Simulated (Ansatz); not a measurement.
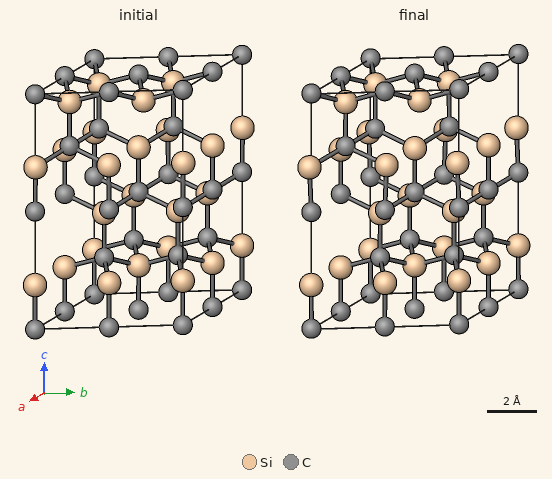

The structure of a defect cell of composition Si16C15 (cell charge −1) before (left) and after (right) a relaxation, at one scale.

Style: ball-and-stick. Shown: the cell of the calculation, reduced to other axes, slightly off an axis. Lengths and directions refer to the drawn axes.

Case: C vacancy (site b), charge -1, atoms relaxed at the host's cell.

Method: Ansatz 0.2.0, DFT PBE, scalar-relativistic, plane waves, PAW. Set-up: plane-wave cutoff 420 eV; k-point mesh 2 × 2 × 2; occupations gaussian; smearing width 0.01 eV; collinear spin; atoms relaxed in a fixed cell; force threshold 0.025 eV/Å; at most 45 steps.

Q: Describe what moved and what it gained.

A: Over 4 accepted moves (5 points after the start) the energy falls by 0.202 eV per cell of the calculation. Largest force component: 0.86 eV/Å at the start, 0.0066 eV/Å at the end. The line search rejected the trial step at point 2 of the run. The largest moves, 0.095 Å, are those of Si atoms. Largest moves by element: Si 0.095 Å, C 0.039 Å. The lattice vectors keep their values. Among the contacts that change: C–Si 1.896 → 1.937 Å, C–Si 1.923 → 1.890 Å, C–Si 1.911 → 1.878 Å, C–Si 1.896 → 1.909 Å. Bond angles that change, for instance: Si–C–Si 107.8° → 112.7°, C–Si–C 111.0° → 106.7°, Si–C–Si 108.6° → 111.5°.

Limits of the set-up: the k-point mesh is coarse for a cell with partly filled bands; the periodic images lie only 6.2 Å apart, so the values are limited by the cell's size; the cell is charged, on a uniform background, and energies carry no finite-size correction.
